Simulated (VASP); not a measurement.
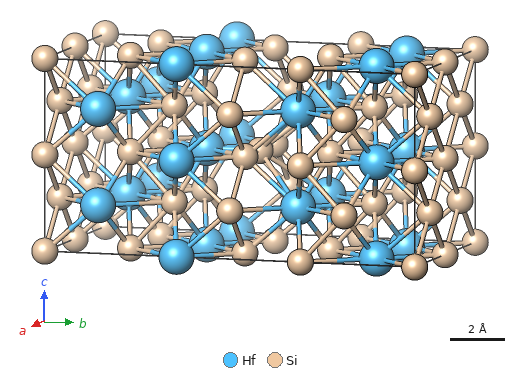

This is the input geometry for a relaxation of a defect cell of composition Hf16Si31. Style: ball-and-stick. Shown: the cell of the calculation (origin shifted), slightly off an axis.

The run lets the atoms move in a fixed cell.

Theory: Kohn-Sham DFT of a periodic cell, PBE, VASP PAW PBE potentials, recommended in VASP.

Input
```
ALGO = Fast ; EDIFF = 1E-6
EDIFFG = -0.01 ; ENCUT = 520
GGA = PE ; IBRION = 2
ISIF = 2 ; ISMEAR = 1
LASPH = True ; LCHARG = False
LREAL = False ; LWAVE = False
NELM = 60 ; NSW = 60
PREC = Accurate ; SIGMA = 0.1
```

Command:
```bash
cat potpaw_PBE.64/Hf_pv/POTCAR potpaw_PBE.64/Si/POTCAR > POTCAR
mpirun -np 8 vasp_std > vasp.out
```

What does the optimiser find from here?

Answer. The atom that moves furthest is a Si atom (0.70 Å along +b). By element the largest moves are Si 0.70 Å, Hf 0.13 Å. The cell stays as it was. Some distances before and after: Hf–Si 2.098 → 2.832 Å, Si–Si 2.783 → 2.343 Å, Si–Si 1.836 → 2.246 Å, Hf–Si 3.330 → 2.924 Å. Bond angles that change, for instance: Si–Si–Si 89.5° → 79.6°, Hf–Si–Si 117.5° → 111.7°, Hf–Si–Hf 124.6° → 129.5°. After 20 geometry steps the energy has fallen by 7.146 eV per cell of the calculation. Largest force component: 12 eV/Å at the start, 0.0095 eV/Å at the end.

After the run, drawn alike:

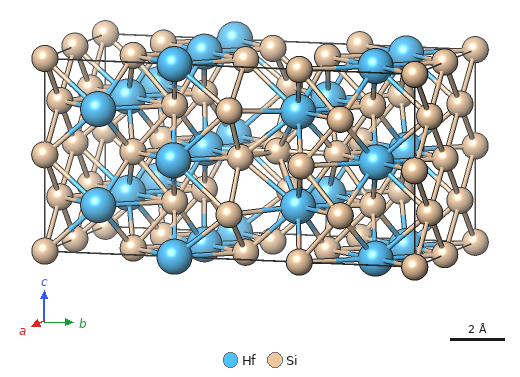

Limits of the set-up: the periodic images lie only 7.3 Å apart, so the values are limited by the cell's size.
